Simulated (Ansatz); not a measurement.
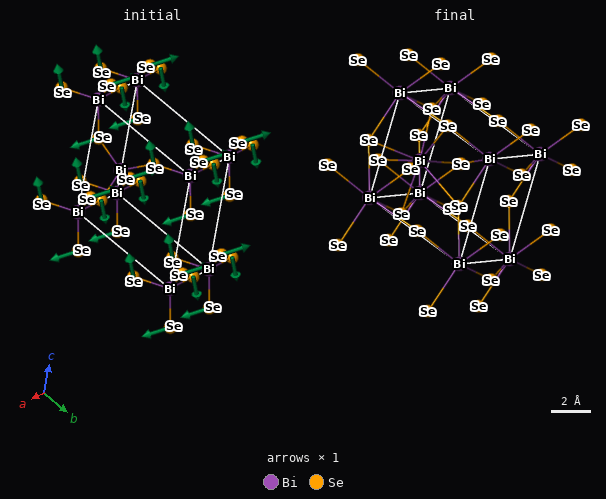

The structure of crystalline BiSe2 (built on the SiO2-122 type type) before (left) and after (right) a relaxation, at one scale. The green arrows give the displacements (the part carried along by the change of the cell is left out), at their true length.

Style: ball-and-stick. Shown: the cell of the calculation, slightly off an axis.

The calculation used DFT, PBEsol, plane waves, PAW (Ansatz). (plane-wave cutoff 420 eV; k-point mesh 6 × 6 × 6; occupations fermi dirac; smearing width 0.03 eV; no spin polarisation; cell and atoms relaxed; force threshold 0.01 eV/Å; at most 120 steps)

**Summarise the run.**

After 15 accepted moves (18 points after the start) the energy has fallen by 39.552 eV per cell of the calculation. The largest force component goes from 13 to 0.00012 eV/Å. Pressure: 109.91 GPa at the start and 0.00 GPa at the end. The line search rejected the trial step at point 13 of the run. The SCF was repeated twice at an unchanged geometry on a basis and grid sized afresh for the cell, which shifted the energy by 0.7 meV per cell of the calculation at most. The largest moves relative to the cell, 1.62 Å, are those of Se atoms. Bi stays in place. Cell: a = b = c 6.314 → 5.772 Å (−8.6 %), α 121.4° → 110.1°, β 121.4° → 110.1°, γ 87.6° → 108.3°. Volume −14.9 %. Some distances before and after: Se–Se 3.313 → 5.603 Å, Se–Se 4.731 → 3.243 Å, Bi–Se 4.504 → 3.204 Å, Se–Se 3.268 → 4.308 Å. New bonds form: Bi–Se (4.50 → 3.20 Å). Among the angles between lasting bonds that change: Bi–Se–Bi 145.4° → 78.8°, Se–Bi–Se 110.9° → 146.4°, Se–Bi–Se 108.7° → 94.8°. The space group stays I-42d (No. 122). Cost: 5 min on 2 threads of Intel(R) Xeon(R) Processor @ 2.70GHz, with other jobs on the host, peak memory 0.62 GiB.
